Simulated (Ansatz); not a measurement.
SnSe₂ (space group P-6m2, No. 187). Coordinates: the input geometry of an electronic-structure calculation (not necessarily at equilibrium); the starting structure was generated, so it need not be a known form of this composition.

```cif
data_structure
_symmetry_space_group_name_H-M 'P 1'
_symmetry_Int_Tables_number 1
_cell_length_a 4.1129
_cell_length_b 4.1129
_cell_length_c 5.8693
_cell_angle_alpha 90.000
_cell_angle_beta 90.000
_cell_angle_gamma 120.000
_cell_volume 85.98
loop_
_atom_site_label
_atom_site_type_symbol
_atom_site_fract_x
_atom_site_fract_y
_atom_site_fract_z
_atom_site_occupancy
Sn1 Sn 0.00000 0.00000 0.50000 1
Se1 Se 0.33333 0.66667 0.21213 1
Se2 Se 0.33333 0.66667 0.78787 1
```

Describe how the polyhedra about Sn are linked (bonds: Se–Sn below 3.3 Å).

Sn: SnSe6 trigonal prism, sharing edges with six neighbours.

They form layers of edge-sharing trigonal prisms parallel to (001).

Centre to centre across a shared edge: 4.11 Å.

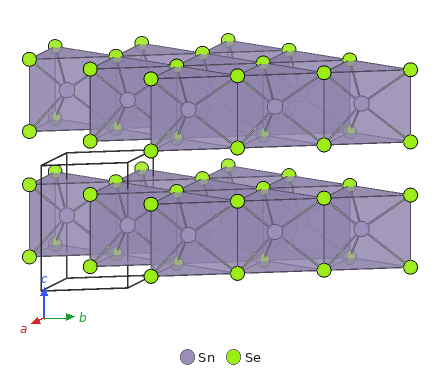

Polyhedra are drawn about Sn (bonds: Se–Sn below 3.3 Å); other atoms are plain spheres.
